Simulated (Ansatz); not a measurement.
**Ti: density, localisation and related maps**

The calculation's input:

```
crystal:
  lattice:
    - [4.5673748306, 0.0228368742, 0.0]
    - [-2.2639101021, 3.9440441948, 0.0]
    - [0.0, 0.0, 2.82624427]
  atoms:
    - { symbol: Ti, position: [0.6666666667, 0.3333333333, 0.5] }
    - { symbol: Ti, position: [0.3333333333, 0.6666666667, 0.5] }
    - { symbol: Ti, position: [0.0, 0.0, 0.0] }
hamiltonian:
  xc: pbesol
  pseudopotentials: { kind: paw }
kpoints:
  mp_grid: { grid: [6, 6, 8] }
scf:
  occupations: { method: fermi_dirac, width: 0.05 }
output:
  forces: true
  stress: true
  eigenvalues: true
  write_density: true
  write_potential: true
  elf: true
  volumetric_format: npy
relax:
  f_tol: 0.01
  max_steps: 40
```

Run with:

```sh
ansatz run input.yaml --threads 2 --pin off --max-ram 5632MiB --backend cpu --events-out ev --progress --plain --runs-dir out
```

Below, planes, directions and counts refer to the standardised cell (a = 4.59 Å, b = 7.88 Å, c = 2.83 Å, α = 90.00°, β = 90.00°, γ = 90.29°).

The fields are those of the run's last geometry, not of the input's.

Space group P2/m; a structure from a database of computed crystals, not necessarily the ambient phase; computed pressure about −4 GPa in this cell.

The calculation used Ansatz, Kohn-Sham DFT of a periodic cell, PBEsol, Ansatz PAW.

Core electrons are frozen (PAW), and the valence fields are smoothed inside the atomic spheres.

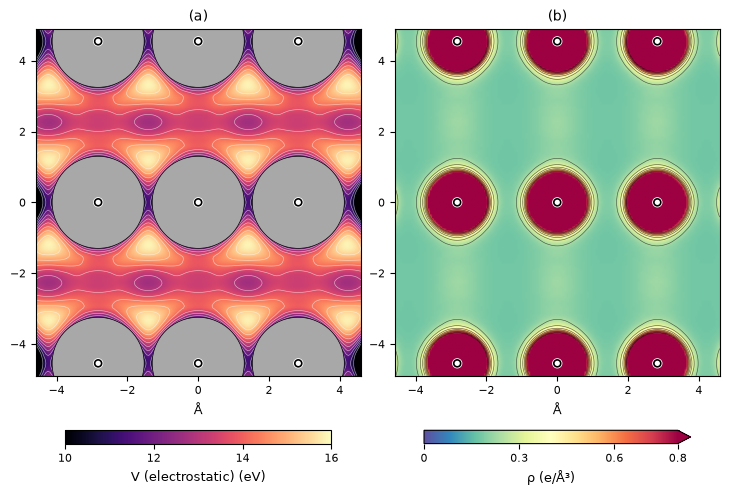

Figure 1. (a) electrostatic potential (local pseudopotential plus Hartree) felt by an electron; (b) valence charge density (pseudo) on the (11̄0) plane of the standardised cell. Circles mark the nuclei in the plane (Ti). Grey discs cover the atomic cores in the potential map.

Q: Read the bonding off the picture.

A: Atoms in the plane: Ti.
Ti–Ti (2.83 Å): the density is about 0.19 e/Å³ at the midpoint.
Between the atoms the lowest density in this plane is 0.17 e/Å³.
Outside the cores the potential energy rises away from the atoms and is highest about 1.7 Å from the nearest atoms; its zero is arbitrary.

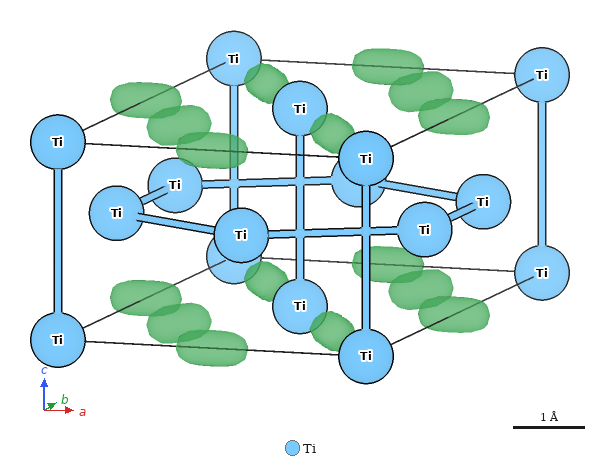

Figure 2. Isosurface of the electron localisation function at 0.7 (green), seen at an oblique angle. Only the valence region is drawn (cores and ρ < 0.01 e/Å³ removed). Sticks mark near contacts.

Q: Where are the electrons localised?

A: The ELF exceeds this value in six pockets between the atoms, centred on no nucleus (multi-centre or interstitial), counted in one cell of 6 atoms. Regions shared between cells count once. There are no localised bonds or lone pairs at this value.


Ti–Ti (2.63 Å): the ELF is about 0.10 at the midpoint (no shared electron pair shows on this line). Ti–Ti (2.83 Å): the ELF is about 0.20 at the midpoint (no localised pair shows between them).

Q: Metal or insulator at this level of theory?

A: It is metallic or semimetallic at this level of theory: no gap opens.
